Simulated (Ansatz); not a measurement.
**Single-point calculation of Ir**

The run: single-point calculation of Ir (slab, 3 atoms in the cell). Method and program: DFT PBE, scalar-relativistic, plane waves, PAW, no spin polarisation (Ansatz 0.2.0).

The structure derives from an entry of the Crystallography Open Database. It belongs to a series of runs on one base structure; here: repeats removed: 2. Figures and captions count atoms from 1; the log counts them from 0 in places.

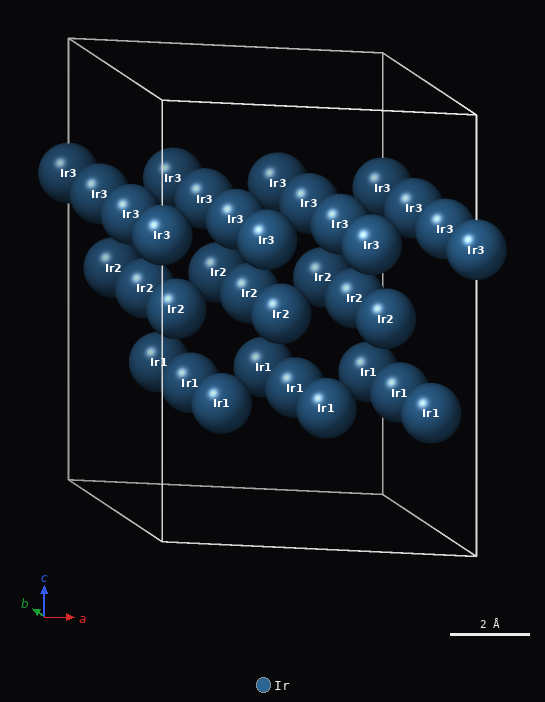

The structure (spheres-only view of the 3 × 3 repeat of the cell, with the vacuum cut short, seen slightly off an axis; atoms are numbered from 1 in the order of the input). An atom can appear more than once, as a periodic image.

Summary:

- outcome: converged
- electrons treated: 51
- free energy: −35804.0076 eV
- work function, top face: 5.40 eV
- work function, bottom face: 5.40 eV
- Fermi energy: 5.066 eV
- gap on the k-point mesh: none (metallic)
- work function (upper face): 5.40 eV
- largest force (length of the vector): 0.671 eV/Å
- hardware: 1 thread of Intel Xeon (Sapphire Rapids), 192 GiB of memory available, shared host
- wall time: 8.1 s
- peak memory: 0.42 GiB

Remarks:

Spin–orbit coupling is left out, which matters for Ir.

Input:
```yaml
crystal:
  lattice:
    - [2.7369678024, 0.0, 0.0]
    - [-1.3684839012, 2.3702836462, 0.0]
    - [0.0, 0.0, 19.4694497055]
  atoms:
    - { symbol: Ir, position: [0.6666666667, 0.3333333333, 0.3852189] }
    - { symbol: Ir, position: [0.3333333333, 0.6666666667, 0.5] }
    - { symbol: Ir, position: [0.0, 0.0, 0.6147811] }
basis:
  ecutwfc: 420
kpoints:
  mp_grid: { grid: [15, 15, 1] }
hamiltonian:
  xc: pbe
scf:
  occupations: { method: gaussian, width: 0.1 }
output:
  forces: true
  stress: true
  eigenvalues: true
efield:
  axis: 3
  dipole_correction: true
  ramp_width: 0.04
```

Launched with:
```bash
ansatz run input.yaml --threads 1 --pin off --max-ram 2560MiB --backend cpu --events-out ev --progress --plain --runs-dir out
```

Log:
```
Engine: ansatz 0.2.0, x86_64-unknown-linux-gnu
Pseudopotentials: kind: paw
Pseudopotential: Ir, paw, valence charge 17, recommended cutoff 420 eV (normal), Ir.paw.azcp
Functional definition: PBE
  parameter kappa = 0.804
  parameter beta = 0.06672455060314922
  exchange = pbe_x(kappa = kappa, mu = beta*pi^2/3)
  correlation = pbe_c(beta = beta)
Crystal: 3 atoms, lattice volume = 126.306 Å³
Basis set: ecut = 420 eV, 2495 PW (Γ), exchange–correlation on 40×40×270 points (8 copies of the dense FFT grid, shifted against one another)
Bands: 31, of which v1, the nominal top of the filled ones, is band 26 counted from 1 (25 counted from 0)
Symmetry: 6 space group operations
k-points: 27 of 225 (time reversal used)
Non-local potential: Ir, projectors of the file, l = 0: 3, l = 1: 2, l = 2: 2, l = 3: 1
PAW form: soft (Blöchl's): semilocal exchange-correlation on the pseudo side does not see the compensation charge
PAW one-centre angular grid: Ir, 590 points (default); XC on 64 Gauss nodes
Initial density: superposition of atomic densities (neutral atoms: chi_scale 0, normalization atom), corrected by the library's trained network
Initial wavefunctions: pseudopotential atomic-orbital guess
Functional: x = pbe(κ = 0.804, μ = 0.2195149727645171), c = pbe(β = 0.06672455060314922)
SCF iter   1: F=—  HF=-35804.005199 eV  |F-HF|=—  |Δ(HF+E_count)|=         —  Δρ=5.42e-3  dr2=3.96e-2  ethr=1.77e-3  p=0.000 e·Å  D=1.44e-13 V/Å  ΔV_dip=-0.00 eV  dr2_dipole=5.76e-7  V_vac-E_F(+/−)=5.22/5.22 eV  ⟨swp⟩=7.9  Hψ=3955  notcnv=0
efield: sawtooth ramp at fractional position 0.9800 (placed from the atoms, in the widest stretch of the axis that holds none; the zero of the levels goes with the place), width 0.0400; the density the first Hamiltonian is built on has a dipole p = 0.000 e·Å; the dipole correction subtracts the counter field D = 1.44e-13 V/Å, which shifts the + side's vacuum level by -0.00 eV against the − side's; the planar-averaged density in the ramp window peaks in size at 4.5e-5 e/Å³
preconditioner: auto → LDOS  [metal: Δε(μ)=0.064 eV  Ē_g=6.044 eV  σ=0.100 eV  W_gap=0.34  n_scr=14 (ndim 8)  ℏωp=17.2 eV  f_vac=0.579  D(μ)=4.28/eV (n_scr^D=14)  β→1.0]
SCF iter   2: F=—  HF=-35804.011514 eV  |F-HF|=—  |Δ(HF+E_count)|=   6.32e-3  Δρ=3.81e-3  dr2=1.70e-2  ethr=7.76e-5  p=-0.000 e·Å  D=-8.44e-6 V/Å  ΔV_dip=0.00 eV  dr2_dipole=8.32e-7  V_vac-E_F(+/−)=5.35/5.35 eV  ⟨swp⟩=2.9  Hψ=2101  notcnv=0  defer=11
SCF iter   3: F=—  HF=-35804.007624 eV  |F-HF|=—  |Δ(HF+E_count)|=   3.89e-3  Δρ=8.98e-4  dr2=1.40e-3  ethr=3.33e-5  p=-0.000 e·Å  D=-2.39e-7 V/Å  ΔV_dip=0.00 eV  dr2_dipole=8.59e-9  V_vac-E_F(+/−)=5.38/5.38 eV  ⟨swp⟩=2.0  Hψ=1168  notcnv=0  defer=11
SCF iter   4: F=—  HF=-35804.007608 eV  |F-HF|=—  |Δ(HF+E_count)|=   1.61e-5  Δρ=2.26e-4  dr2=1.82e-4  ethr=2.74e-6  p=0.000 e·Å  D=8.90e-6 V/Å  ΔV_dip=-0.00 eV  dr2_dipole=2.52e-9  V_vac-E_F(+/−)=5.39/5.39 eV  ⟨swp⟩=2.1  Hψ=1166  notcnv=0  defer=11
SCF iter   5: F=—  HF=-35804.007597 eV  |F-HF|=—  |Δ(HF+E_count)|=   1.09e-5  Δρ=6.10e-5  dr2=5.43e-6  ethr=3.57e-7  p=0.000 e·Å  D=1.10e-6 V/Å  ΔV_dip=-0.00 eV  dr2_dipole=3.51e-9  V_vac-E_F(+/−)=5.40/5.40 eV  ⟨swp⟩=2.1  Hψ=1152  notcnv=0  defer=11
SCF iter   6: F=—  HF=-35804.007591 eV  |F-HF|=—  |Δ(HF+E_count)|=   5.95e-6  Δρ=1.19e-5  dr2=3.77e-7  ethr=1.07e-8  p=0.000 e·Å  D=2.41e-6 V/Å  ΔV_dip=-0.00 eV  dr2_dipole=1.87e-10  V_vac-E_F(+/−)=5.40/5.40 eV  ⟨swp⟩=2.4  Hψ=1364  notcnv=0  defer=10
SCF iter   7: F=-35804.007591 eV  HF=-35804.007591 eV  |F-HF|=8.73e-11  |Δ(HF+E_count)|=   2.76e-7  Δρ=4.33e-6  dr2=3.55e-8  ethr=1.96e-10  p=-0.000 e·Å  D=-1.15e-7 V/Å  ΔV_dip=0.00 eV  dr2_dipole=4.77e-11  V_vac-E_F(+/−)=5.40/5.40 eV  ⟨swp⟩=11.0  Hψ=4074  notcnv=0
SCF 1 converged in 7 iterations: F = -35804.007591 eV  dr2 = 3.55e-8
  greatest PAW one-centre occupation: 1.000 electrons in one spin orbital (limit 2), on the Ir atom at site 1 (counted from 0), in its partial waves of l = 0
```

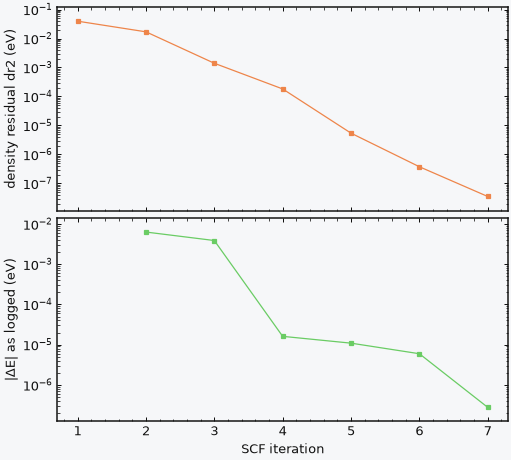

Convergence of the self-consistent field: density residual dr2 and size of the energy change against the SCF iteration. The residual falls at every step.

```
SCF converged after 7 iterations
Free energy (F): -35804.007591 eV
Harris-Foulkes:  -35804.007591 eV  (|F-HF|=8.73e-11)
Internal energy: -35803.984965 eV  (E = F + TS)
E sigma→0 (E₀):  -35803.996278 eV
Entropy (-TS):   -0.022626 eV (-7.542 meV/atom)
Fermi energy:    5.065839 eV
Dipole field:    D = -0.000012 V/Å  (p = -0.000008 e·Å, saw-weighted, corrected)
Work function:   Φ+ = 5.3962 eV   Φ− = 5.3959 eV
Levels:          The Fermi level and band energies are counted from a zero that moves with the ramp; work functions are not
--- Per-component energies (eV) ---
  E_band       = -1278.905251
  E_kinetic    = 1860.288528
  E_local      = -55848.880286  (includes V_loc(G=0)·N_el)
  E_nonlocal   = 219.024326
  E_hartree    = 27039.940475
  E_xc         = -799.226032
  E_vxc        = -893.845493  (∫ρ·V_xc dr)
  E_paw        = -27669.969048  (= ΣΔE_a)
  E_vpaw       = -695.399748  (= ΣTr[D̂ρ^β])
  E_aug_tail   = 0.000167  (compensation charges beyond the density's cutoff)
  E_efield     = 0.000000  (sawtooth field / dipole correction)
  E_vefield    = 0.000000  (∫n·V_field dr)
  E_ewald      = 19394.836904
  E_smearing   = -0.022626  (= −TS)
  E_closure    = -0.000000  (closes the sum)
  Σ components = -35804.007591   (vs F -35804.007591, Δ=0.00e0)
--- Forces (eV/Å), atoms counted from 1 ---
  atom   1  Ir     0.00000000     0.00000000     0.67116714
  atom   2  Ir     0.00000000     0.00000000     0.00002441
  atom   3  Ir    -0.00000000    -0.00000000    -0.67120525
  max |Σ_I F_I| component: 1.37e-5 eV/Å
--- Stress (GPa, compression-positive) ---
       -5.433788       0.000000      -0.000000
        0.000000      -5.433788       0.000000
       -0.000000       0.000000      -3.805696
  P = ⅓ Tr σ = -4.8911 GPa (-48.911 kbar)
--- Band table (eV; the first three rows and the last of 27) ---
  k-point 0: bands = ["-87.7944", "-87.2363", "-87.2355", "-44.7803", "-44.3747", "-44.3747", "-44.0476", "-43.9548", "-43.8457", "-43.8457", "-43.8431", "-43.8431", "-4.8068", "-2.8362", "-2.4334", "1.3387", "1.4795", "1.4795", "1.6412", "1.9873", "1.9873", "2.2997", "2.2997", "3.9648", "4.0359", "4.0359", "4.7991", "4.7991", "5.3674", "5.7093", "5.7093"]
  k-point 1: bands = ["-87.7926", "-87.2346", "-87.2338", "-44.7750", "-44.4016", "-44.3807", "-44.0419", "-43.9558", "-43.8682", "-43.8671", "-43.8515", "-43.8487", "-4.6380", "-2.6647", "-2.2662", "1.2356", "1.3419", "1.5356", "1.6107", "2.0499", "2.0854", "2.2272", "2.4371", "3.5743", "3.9650", "3.9988", "4.5578", "4.8059", "5.2442", "5.7166", "6.6751"]
  k-point 2: bands = ["-87.7878", "-87.2299", "-87.2292", "-44.7601", "-44.4753", "-44.3978", "-44.0280", "-43.9640", "-43.9358", "-43.9247", "-43.8680", "-43.8647", "-4.1573", "-2.1931", "-1.8048", "0.7995", "1.1439", "1.3583", "1.9802", "1.9858", "2.1641", "2.3347", "2.8397", "3.0445", "3.6240", "3.8522", "4.2103", "4.7923", "5.7365", "5.9261", "7.8530"]
  k-point 26: bands = ["-87.7497", "-87.1925", "-87.1925", "-44.7764", "-44.7764", "-44.6576", "-44.2305", "-44.2237", "-44.2237", "-44.1802", "-43.9508", "-43.9508", "-0.4332", "-0.4267", "-0.4267", "0.2971", "0.2971", "1.5405", "2.1335", "2.1335", "2.1572", "2.1887", "3.6628", "3.6628", "5.1237", "5.1237", "5.4897", "10.6920", "10.8567", "10.8567", "12.9104"]
```

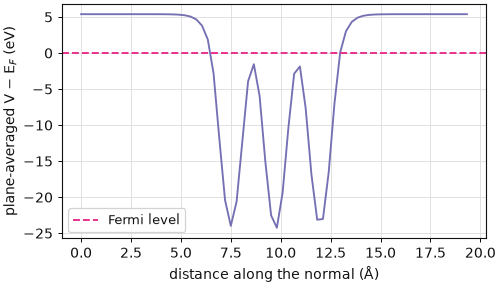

Plane average of the electrostatic potential energy of an electron across the cell, from the Fermi level. The vacuum level lies 5.40 eV above the Fermi level.

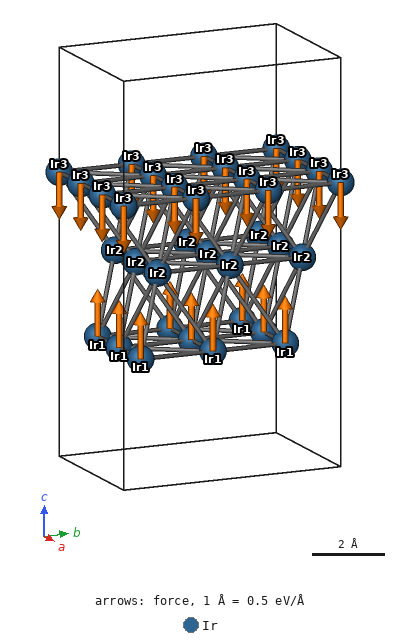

Forces on the atoms as orange arrows (ball-and-stick view of the 3 × 3 repeat of the cell, with the vacuum cut short, seen slightly off an axis; atoms are numbered from 1 in the order of the input). The largest act on Ir1, Ir3 (0.67 eV/Å). The geometry is not a stationary point of this energy.
